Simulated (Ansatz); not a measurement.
## Fe13Co3: geometry relaxation (part 1 of 4)

The run: geometry relaxation of Fe13Co3 (16 atoms in the cell). Method and program: DFT r2SCAN, scalar-relativistic, plane waves, PAW, spin-polarised (Ansatz 0.2.0).

The structure derives from a Materials Project entry. Figures and captions count atoms from 1; the log counts them from 0 in places.

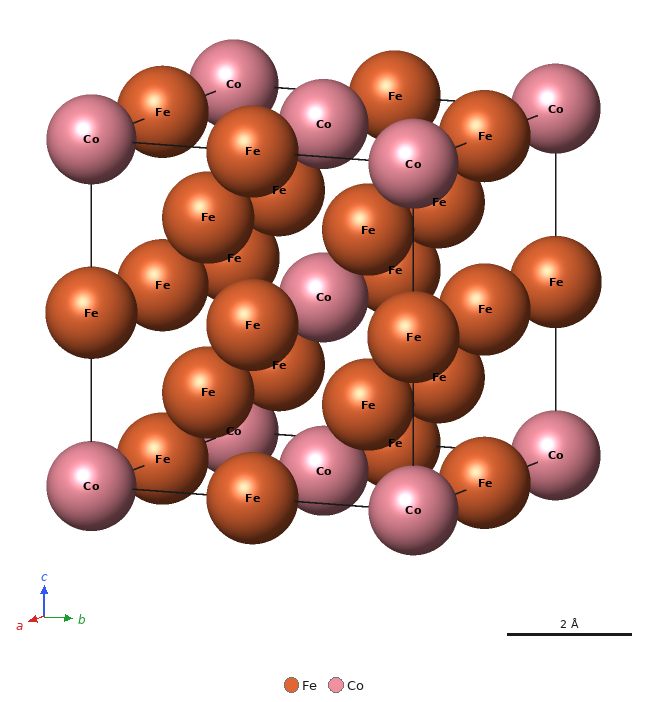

*The input geometry (spheres-only view of the cell of the calculation, seen slightly off an axis). An atom can appear more than once, as a periodic image.*

**Key numbers**

| quantity | value |
| --- | --- |
| outcome | converged |
| space group (tolerance 0.01 Å) | P4/mmm (123) |
| electrons treated | 259 |
| free energy | −73712.8028 eV |
| Fermi energy | 18.012 eV |
| gap on the k-point mesh | none (metallic) |
| net moment of the cell | 39.96 μB |
| integrated absolute moment | 45.07 μB |
| pressure | 0.00 GPa |
| final volume | 184.70 Å³ |
| largest force (length of the vector) at the end | under 0.001 eV/Å |
| final cell | a = 5.693 Å, b = 5.693 Å, c = 5.699 Å, α = 90.00°, β = 90.00°, γ = 90.00° |
| hardware | 4 threads of Oxide Virtual Turin-like (Zen 5), 32 GiB of memory available, shared host |
| wall time | 12 min (CPU time 43 min) |
| peak memory | 3.3 GiB |

**Remarks**

The electronic state found may not be the lowest one.

**The input**
```yaml
crystal:
  lattice:
    - [5.692663685, 0.0, 0.0]
    - [0.0, 5.692663685, 0.0]
    - [0.0, 0.0, 5.69106878]
  atoms:
    - { symbol: Fe, position: [0.5, 0.0, 0.5], spin: 3.03 }
    - { symbol: Fe, position: [0.74829272, 0.25170728, 0.75230013], spin: 3.13 }
    - { symbol: Fe, position: [0.25170728, 0.74829272, 0.24769987], spin: 3.13 }
    - { symbol: Fe, position: [0.25170728, 0.74829272, 0.75230013], spin: 3.13 }
    - { symbol: Fe, position: [0.25170728, 0.25170728, 0.75230013], spin: 3.13 }
    - { symbol: Fe, position: [0.0, 0.0, 0.5], spin: 3.04 }
    - { symbol: Fe, position: [0.74829272, 0.25170728, 0.24769987], spin: 3.13 }
    - { symbol: Fe, position: [0.74829272, 0.74829272, 0.75230013], spin: 3.13 }
    - { symbol: Fe, position: [0.74829272, 0.74829272, 0.24769987], spin: 3.13 }
    - { symbol: Fe, position: [0.0, 0.5, 0.5], spin: 3.03 }
    - { symbol: Fe, position: [0.5, 0.0, 0.0], spin: 2.92 }
    - { symbol: Fe, position: [0.25170728, 0.25170728, 0.24769987], spin: 3.13 }
    - { symbol: Fe, position: [0.0, 0.5, 0.0], spin: 2.92 }
    - { symbol: Co, position: [0.0, 0.0, 0.0], spin: 2.13 }
    - { symbol: Co, position: [0.5, 0.5, 0.5], spin: 2.1 }
    - { symbol: Co, position: [0.5, 0.5, 0.0], spin: 2.1 }
basis:
  ecutwfc: 500
kpoints:
  mp_grid: { grid: [6, 6, 6] }
hamiltonian:
  xc: r2scan
scf:
  occupations: { method: gaussian, width: 0.1 }
output:
  forces: true
  stress: true
  eigenvalues: true
  populations: true
  write_density: true
  write_potential: true
  elf: true
  volumetric_format: npy
magnetization:
  spin_polarized: true
relax:
  adjacent_minimum: "off"
  f_tol: 0.005
  max_steps: 80
  cell: { stress_tol: 0.05 }
```

Command:
```bash
ansatz run input.yaml --threads 4 --pin off --max-ram 10240MiB --backend cpu --events-out ev --progress --plain --runs-dir out
```

**What the program printed**
```
Engine: ansatz 0.2.0, x86_64-unknown-linux-gnu
Pseudopotentials: kind: paw
Pseudopotential: Fe, paw, valence charge 16, recommended cutoff 500 eV (meta_gga), Fe.paw.azcp
Pseudopotential: Co, paw, valence charge 17, recommended cutoff 500 eV (meta_gga), Co.paw.azcp
Functional definition: r2SCAN
  parameter k0 = 0.174
  parameter k1 = 0.065
  parameter a1 = 4.9479
  exchange = r2scan_x(k0 = k0, k1 = k1, a1 = a1)
  correlation = r2scan_c
Crystal: 16 atoms, lattice volume = 184.427 Å³
Basis set: ecut = 500 eV, 4697 PW (Γ), exchange–correlation on 180×180×180 points (64 copies of the dense FFT grid, shifted against one another)
Bands: 184, of which v1, the nominal top of the filled ones, is band 130 counted from 1 (129 counted from 0)
Symmetry: 16 space group operations
Space group: P4/mmm (ITA 123), of the structure as read, at distance tolerance 5.7e-5 Å
Magnetic group: BNS 123.339 (UNI 999), of the structure as read, at distance tolerance 5.7e-5 Å
k-points: 40 of 216
Non-local potential: Fe, projectors of the file, l = 0: 3, l = 1: 2, l = 2: 3, l = 3: 1
Non-local potential: Co, projectors of the file, l = 0: 3, l = 1: 2, l = 2: 3, l = 3: 1
PAW form: soft (Blöchl's): semilocal exchange-correlation on the pseudo side does not see the compensation charge
PAW frozen core: Fe, regenerated for the run's functional (the file was generated under x = pbe(κ = 0.804, μ = 0.2195149727645171), c = pbe(β = 0.06672455060314922))
PAW frozen core: Co, regenerated for the run's functional (the file was generated under x = pbe(κ = 0.804, μ = 0.2195149727645171), c = pbe(β = 0.06672455060314922))
PAW one-centre angular grid: Fe, 590 points (default); XC on 160 Gauss nodes
PAW one-centre angular grid: Co, 590 points (default); XC on 160 Gauss nodes
Initial density: superposition of atomic densities (chi_scale 0.1, normalization cell)
Starting moments: Σ|m| = 46.31 μB on 16 of 16 sites
Initial wavefunctions: pseudopotential atomic-orbital guess
Functional: x = r2scan, c = r2scan; τ floored in thin density (d = 2e-4 eV/Å³)
SCF iter   1: F=—  HF=-73706.398254 eV  |F-HF|=—  |Δ(HF+E_count)|=         —  Δρ=8.33e-2 (↑3.04e-2 ↓8.33e-2)  dr2=1.42e1  dr2_τ=9.82e-2  dr2_m=1.73e0  M=42.179 μB ∫|m|=43.690 μB  β_m=1.00  ethr=3.10e-3  ⟨swp⟩=5.3  Hψ=49421  notcnv=0  defer=129
Mixer restart at iter 1: flushing history
preconditioner: auto → Kerker (q_TF=auto, 2.887 Å⁻¹)  [metal: Δε(μ)=0.005 eV  Ē_g=9.279 eV  σ=0.100 eV  W_gap=0.03  n_scr=80 (ndim 8)  ℏωp=31.3 eV  f_vac=0.000  D(μ)=11.90/eV (n_scr^D=122)]
spin=Collinear: Kerker preconditioning applied to the charge; magnetization (m = ρ↑ − ρ↓) channel mixes plain (no charge-response kernel on spin).
SCF iter   2: F=—  HF=-73705.250988 eV  |F-HF|=—  |Δ(HF+E_count)|=    1.15e0  Δρ=3.09e-2 (↑9.30e-3 ↓3.09e-2)  dr2=1.83e0  dr2_τ=7.54e-2  dr2_m=3.05e-1  M=41.356 μB ∫|m|=44.868 μB  β_m=1.00  ethr=3.10e-3  ⟨swp⟩=2.5  Hψ=25038  notcnv=0  defer=2068  κ⁻¹=1.0e0(r=1)
SCF iter   3: F=—  HF=-73708.295093 eV  |F-HF|=—  |Δ(HF+E_count)|=    3.04e0  Δρ=9.28e-3 (↑8.25e-3 ↓9.28e-3)  dr2=1.88e-1  dr2_τ=7.13e-3  dr2_m=3.02e-3  M=40.912 μB ∫|m|=45.447 μB  β_m=1.00  ethr=7.06e-4  ⟨swp⟩=2.1  Hψ=21551  notcnv=0  defer=2074  κ⁻¹=4.1e-2(r=2)
SCF iter   4: F=—  HF=-73709.269693 eV  |F-HF|=—  |Δ(HF+E_count)|=         —  Δρ=1.32e-2 (↑8.82e-3 ↓1.32e-2)  dr2=5.86e-1  dr2_τ=1.99e-3  dr2_m=1.74e-2  M=41.223 μB ∫|m|=45.674 μB  β_m=1.00  ethr=7.24e-5  ⟨swp⟩=2.9  Hψ=27705  notcnv=0  defer=2074
Mixer restart at iter 4: flushing history
SCF iter   5: F=—  HF=-73712.778425 eV  |F-HF|=—  |Δ(HF+E_count)|=    3.51e0  Δρ=3.07e-2 (↑2.37e-2 ↓3.07e-2)  dr2=3.08e0  dr2_τ=8.18e-3  dr2_m=1.00e-1  M=40.209 μB ∫|m|=45.327 μB  β_m=1.00  ethr=1.93e-5  ⟨swp⟩=2.6  Hψ=28362  notcnv=0  defer=2074
SCF iter   6: F=—  HF=-73712.629167 eV  |F-HF|=—  |Δ(HF+E_count)|=   1.49e-1  Δρ=1.31e-2 (↑1.04e-2 ↓1.31e-2)  dr2=7.21e-1  dr2_τ=2.32e-2  dr2_m=4.71e-3  M=40.120 μB ∫|m|=45.242 μB  β_m=1.00  ethr=1.93e-5  ⟨swp⟩=3.0  Hψ=33708  notcnv=0  defer=2100  κ⁻¹=1.0e0(r=1)
SCF iter   7: F=—  HF=-73712.786916 eV  |F-HF|=—  |Δ(HF+E_count)|=   1.58e-1  Δρ=4.23e-3 (↑3.60e-3 ↓4.23e-3)  dr2=9.78e-2  dr2_τ=9.12e-4  dr2_m=4.64e-4  M=40.042 μB ∫|m|=45.149 μB  β_m=1.00  ethr=1.93e-5  ⟨swp⟩=2.4  Hψ=27995  notcnv=0  defer=2100  κ⁻¹=6.2e-2(r=2)
SCF iter   8: F=—  HF=-73712.804213 eV  |F-HF|=—  |Δ(HF+E_count)|=   1.73e-2  Δρ=2.38e-3 (↑2.22e-3 ↓2.38e-3)  dr2=2.84e-2  dr2_τ=4.25e-4  dr2_m=9.15e-5  M=39.993 μB ∫|m|=45.089 μB  β_m=1.00  ethr=1.93e-5  ⟨swp⟩=2.4  Hψ=20745  notcnv=0  defer=2100  κ⁻¹=2.0e-3(r=3)
SCF iter   9: F=—  HF=-73712.788933 eV  |F-HF|=—  |Δ(HF+E_count)|=   1.53e-2  Δρ=1.67e-3 (↑1.25e-3 ↓1.67e-3)  dr2=4.82e-3  dr2_τ=1.09e-4  dr2_m=1.44e-4  M=39.919 μB ∫|m|=45.004 μB  β_m=1.00  ethr=1.10e-5  ⟨swp⟩=2.0  Hψ=24526  notcnv=0  defer=2101  κ⁻¹=6.3e-4(r=4)
SCF iter  10: F=—  HF=-73712.796612 eV  |F-HF|=—  |Δ(HF+E_count)|=   7.68e-3  Δρ=1.54e-3 (↑1.04e-3 ↓1.54e-3)  dr2=6.90e-3  dr2_τ=3.51e-5  dr2_m=2.67e-4  M=39.910 μB ∫|m|=44.995 μB  β_m=1.00  ethr=1.86e-6  ⟨swp⟩=2.0  Hψ=26890  notcnv=0  defer=2113  κ⁻¹=3.9e-5(r=5)
SCF iter  11: F=—  HF=-73712.797041 eV  |F-HF|=—  |Δ(HF+E_count)|=   4.29e-4  Δρ=1.49e-3 (↑1.01e-3 ↓1.49e-3)  dr2=6.46e-3  dr2_τ=3.32e-5  dr2_m=2.38e-4  M=39.912 μB ∫|m|=44.996 μB  β_m=1.00  ethr=1.86e-6  ⟨swp⟩=1.0  Hψ=14720  notcnv=0  defer=2113  κ⁻¹=3.7e-7(r=6)
SCF iter  12: F=—  HF=-73712.802010 eV  |F-HF|=—  |Δ(HF+E_count)|=   4.97e-3  Δρ=4.88e-4 (↑3.18e-4 ↓4.88e-4)  dr2=8.52e-4  dr2_τ=2.54e-6  dr2_m=4.85e-5  M=39.936 μB ∫|m|=45.020 μB  β_m=1.00  ethr=1.86e-6  ⟨swp⟩=2.1  Hψ=23839  notcnv=0  defer=2112  κ⁻¹=9.8e-8(r=7)
SCF iter  13: F=—  HF=-73712.801901 eV  |F-HF|=—  |Δ(HF+E_count)|=   1.09e-4  Δρ=1.28e-4 (↑1.28e-4 ↓1.17e-4)  dr2=5.11e-5  dr2_τ=1.55e-6  dr2_m=5.22e-7  M=39.940 μB ∫|m|=45.025 μB  β_m=1.00  ethr=3.29e-7  ⟨swp⟩=2.0  Hψ=23825  notcnv=0  defer=2112  κ⁻¹=9.8e-8(r=8)
SCF iter  14: F=—  HF=-73712.801939 eV  |F-HF|=—  |Δ(HF+E_count)|=   3.84e-5  Δρ=7.95e-5 (↑7.20e-5 ↓7.95e-5)  dr2=2.13e-5  dr2_τ=4.37e-7  dr2_m=3.63e-7  M=39.936 μB ∫|m|=45.022 μB  β_m=1.00  ethr=1.97e-8  ⟨swp⟩=2.0  Hψ=25213  notcnv=0  defer=2112  κ⁻¹=4.0e-7(r=8)
SCF iter  15: F=—  HF=-73712.801966 eV  |F-HF|=—  |Δ(HF+E_count)|=   2.71e-5  Δρ=7.53e-5 (↑3.07e-5 ↓7.53e-5)  dr2=1.64e-5  dr2_τ=8.77e-8  dr2_m=1.19e-6  M=39.937 μB ∫|m|=45.023 μB  β_m=1.00  ethr=8.22e-9  ⟨swp⟩=2.0  Hψ=22415  notcnv=0  defer=2113  κ⁻¹=8.1e-7(r=8)
SCF iter  16: F=—  HF=-73712.801967 eV  |F-HF|=—  |Δ(HF+E_count)|=   1.00e-6  Δρ=2.63e-5 (↑2.63e-5 ↓2.51e-5)  dr2=2.50e-6  dr2_τ=2.28e-8  dr2_m=7.02e-8  M=39.939 μB ∫|m|=45.024 μB  β_m=1.00  ethr=6.35e-9  ⟨swp⟩=2.0  Hψ=22531  notcnv=0  defer=2113  κ⁻¹=1.2e-6(r=8)
SCF iter  17: F=—  HF=-73712.801961 eV  |F-HF|=—  |Δ(HF+E_count)|=   6.72e-6  Δρ=2.14e-5 (↑1.35e-5 ↓2.14e-5)  dr2=1.30e-6  dr2_τ=1.12e-8  dr2_m=5.04e-8  M=39.940 μB ∫|m|=45.024 μB  β_m=1.00  ethr=9.64e-10  ⟨swp⟩=2.0  Hψ=22513  notcnv=0  defer=2112  κ⁻¹=1.0e-5(r=8)
SCF iter  18: F=—  HF=-73712.801968 eV  |F-HF|=—  |Δ(HF+E_count)|=   7.89e-6  Δρ=7.83e-6 (↑6.84e-6 ↓7.83e-6)  dr2=2.01e-7  dr2_τ=3.84e-9  dr2_m=3.48e-9  M=39.939 μB ∫|m|=45.024 μB  β_m=1.00  ethr=5.03e-10  ⟨swp⟩=2.0  Hψ=24866  notcnv=0  defer=2112  κ⁻¹=1.0e-5(r=8)
SCF iter  19: F=—  HF=-73712.801968 eV  |F-HF|=—  |Δ(HF+E_count)|=   3.98e-7  Δρ=4.62e-6 (↑2.43e-6 ↓4.62e-6)  dr2=6.05e-8  dr2_τ=4.58e-10  dr2_m=3.48e-9  M=39.938 μB ∫|m|=45.023 μB  β_m=1.00  ethr=7.78e-11  ⟨swp⟩=2.8  Hψ=26101  notcnv=0  defer=2112  κ⁻¹=2.1e-6(r=8)
SCF iter  20: F=—  HF=-73712.801968 eV  |F-HF|=—  |Δ(HF+E_count)|=   4.26e-7  Δρ=1.80e-6 (↑1.61e-6 ↓1.80e-6)  dr2=1.19e-8  dr2_τ=2.74e-10  dr2_m=8.40e-10  M=39.938 μB ∫|m|=45.023 μB  β_m=1.00  ethr=2.34e-11  ⟨swp⟩=2.0  Hψ=25125  notcnv=0  defer=2112  κ⁻¹=1.4e-6(r=8)
SCF iter  21: F=-73712.801969 eV  HF=-73712.801969 eV  |F-HF|=1.03e-8  |Δ(HF+E_count)|=   3.90e-7  Δρ=2.63e-6 (↑9.90e-7 ↓2.63e-6)  dr2=1.67e-8  dr2_τ=1.75e-10  dr2_m=1.95e-9  M=39.938 μB ∫|m|=45.023 μB  ethr=4.60e-12  ⟨swp⟩=12.6  Hψ=119274  notcnv=0
SCF 1 converged in 21 iterations: F = -73712.801969 eV  dr2 = 1.67e-8
  greatest PAW one-centre occupation: 1.005 electrons in one spin orbital (limit 2), on the Fe atom at site 6 (counted from 0), in its partial waves of l = 1
relax step   1: F+E_penalty+E_count = -73712.80196880 eV  Δ(F+E_penalty+E_count) = +0.000e0 eV  max|allowed force component| = 2.763e-2 eV/Å  Δτ_max = 0.0000 Å  P = +0.300 GPa  Ω = 184.427 Å³  (21 SCF iters, dr2 threshold 1.00e-7 eV, accepted)
Crystal: 16 atoms, lattice volume = 184.599 Å³
Initial density: handed on by an earlier stage of this run
Starting moments: Σ|m| = 46.31 μB on 16 of 16 sites; this step starts from the density that it was given
Initial wavefunctions: those handed on with the density
iter 1 solved again at ethr=1.24e-7 eV; its pass at ethr=3.10e-3 eV (dr2=3.22e-4 eV) is discarded
SCF iter   1: F=—  HF=-73712.801041 eV  |F-HF|=—  |Δ(HF+E_count)|=         —  Δρ=3.35e-4 (↑3.35e-4 ↓2.91e-4)  dr2=3.49e-4  dr2_τ=5.51e-4  dr2_m=6.98e-5  M=39.946 μB ∫|m|=45.044 μB  β_m=1.00  ethr=1.24e-7  ⟨swp⟩=2.2  Hψ=55715  notcnv=0
preconditioner: auto → Kerker (q_TF=auto, 1.967 Å⁻¹)  [metal: Δε(μ)=0.009 eV  Ē_g=9.521 eV  σ=0.100 eV  W_gap=0.05  n_scr=26 (ndim 8)  ℏωp=31.3 eV  f_vac=0.000  D(μ)=7.58/eV (n_scr^D=80)]
spin=Collinear: Kerker preconditioning applied to the charge; magnetization (m = ρ↑ − ρ↓) channel mixes plain (no charge-response kernel on spin).
SCF iter   2: F=—  HF=-73712.802343 eV  |F-HF|=—  |Δ(HF+E_count)|=   1.30e-3  Δρ=9.90e-5 (↑6.61e-5 ↓9.90e-5)  dr2=4.32e-5  dr2_τ=2.34e-6  dr2_m=3.93e-6  M=39.946 μB ∫|m|=45.040 μB  β_m=1.00  ethr=1.24e-7  ⟨swp⟩=2.0  Hψ=24905  notcnv=0  κ⁻¹=1.0e0(r=1)
SCF iter   3: F=—  HF=-73712.802368 eV  |F-HF|=—  |Δ(HF+E_count)|=   2.51e-5  Δρ=5.55e-5 (↑4.68e-5 ↓5.55e-5)  dr2=2.85e-5  dr2_τ=1.74e-7  dr2_m=1.72e-7  M=39.946 μB ∫|m|=45.040 μB  β_m=1.00  ethr=1.67e-8  ⟨swp⟩=1.1  Hψ=14732  notcnv=0  κ⁻¹=1.2e-2(r=2)
SCF iter   4: F=—  HF=-73712.802394 eV  |F-HF|=—  |Δ(HF+E_count)|=   2.57e-5  Δρ=4.68e-5 (↑3.08e-5 ↓4.68e-5)  dr2=2.08e-5  dr2_τ=7.85e-8  dr2_m=3.17e-7  M=39.947 μB ∫|m|=45.040 μB  β_m=1.00  ethr=1.10e-8  ⟨swp⟩=1.0  Hψ=14721  notcnv=0  κ⁻¹=8.9e-4(r=3)
SCF iter   5: F=—  HF=-73712.802422 eV  |F-HF|=—  |Δ(HF+E_count)|=   2.78e-5  Δρ=2.89e-5 (↑1.93e-5 ↓2.89e-5)  dr2=9.87e-6  dr2_τ=1.34e-8  dr2_m=1.19e-7  M=39.948 μB ∫|m|=45.042 μB  β_m=1.00  ethr=8.02e-9  ⟨swp⟩=2.0  Hψ=22032  notcnv=0  κ⁻¹=3.6e-4(r=4)
SCF iter   6: F=—  HF=-73712.802427 eV  |F-HF|=—  |Δ(HF+E_count)|=   5.60e-6  Δρ=1.79e-5 (↑1.39e-5 ↓1.79e-5)  dr2=1.07e-6  dr2_τ=2.92e-8  dr2_m=5.86e-8  M=39.950 μB ∫|m|=45.043 μB  β_m=1.00  ethr=3.81e-9  ⟨swp⟩=2.0  Hψ=24992  notcnv=0  κ⁻¹=7.2e-5(r=5)
SCF iter   7: F=—  HF=-73712.802428 eV  |F-HF|=—  |Δ(HF+E_count)|=   4.31e-7  Δρ=6.52e-6 (↑6.52e-6 ↓5.67e-6)  dr2=1.59e-7  dr2_τ=3.61e-9  dr2_m=9.19e-9  M=39.950 μB ∫|m|=45.043 μB  β_m=1.00  ethr=4.14e-10  ⟨swp⟩=2.0  Hψ=25018  notcnv=0  κ⁻¹=2.4e-5(r=6)
SCF iter   8: F=—  HF=-73712.802428 eV  |F-HF|=—  |Δ(HF+E_count)|=   9.53e-8  Δρ=5.27e-6 (↑4.85e-6 ↓5.27e-6)  dr2=9.33e-8  dr2_τ=1.51e-9  dr2_m=1.83e-9  M=39.950 μB ∫|m|=45.043 μB  β_m=1.00  ethr=6.14e-11  ⟨swp⟩=2.0  Hψ=24993  notcnv=0  κ⁻¹=1.7e-5(r=7)
SCF iter   9: F=—  HF=-73712.802428 eV  |F-HF|=—  |Δ(HF+E_count)|=   8.44e-8  Δρ=2.29e-6 (↑1.45e-6 ↓2.29e-6)  dr2=1.84e-8  dr2_τ=2.76e-10  dr2_m=9.88e-10  M=39.950 μB ∫|m|=45.043 μB  β_m=1.00  ethr=3.60e-11  ⟨swp⟩=2.0  Hψ=25003  notcnv=0  κ⁻¹=3.5e-6(r=8)
SCF iter  10: F=-73712.802428 eV  HF=-73712.802428 eV  |F-HF|=1.76e-7  |Δ(HF+E_count)|=   6.67e-8  Δρ=6.99e-6 (↑2.75e-6 ↓6.99e-6)  dr2=2.06e-7  dr2_τ=6.48e-10  dr2_m=1.06e-8  M=39.950 μB ∫|m|=45.043 μB  ethr=7.10e-12  ⟨swp⟩=6.4  Hψ=86846  notcnv=0
SCF 2 converged in 10 iterations: F = -73712.802428 eV  dr2 = 2.06e-7
  greatest PAW one-centre occupation: 1.005 electrons in one spin orbital (limit 2), on the Fe atom at site 11 (counted from 0), in its partial waves of l = 1
relax step   2: F+E_penalty+E_count = -73712.80242773 eV  Δ(F+E_penalty+E_count) = -4.589e-4 eV  max|allowed force component| = 1.063e-2 eV/Å  Δτ_max = 0.0016 Å  P = +0.113 GPa  Ω = 184.599 Å³  energy of the carried Pulay correction = -2.171e-4 eV  (10 SCF iters, dr2 threshold 4.18e-7 eV, accepted)
Crystal: 16 atoms, lattice volume = 184.705 Å³
iter 1 solved again at ethr=4.73e-8 eV; its pass at ethr=3.10e-3 eV (dr2=1.23e-4 eV) is discarded
```
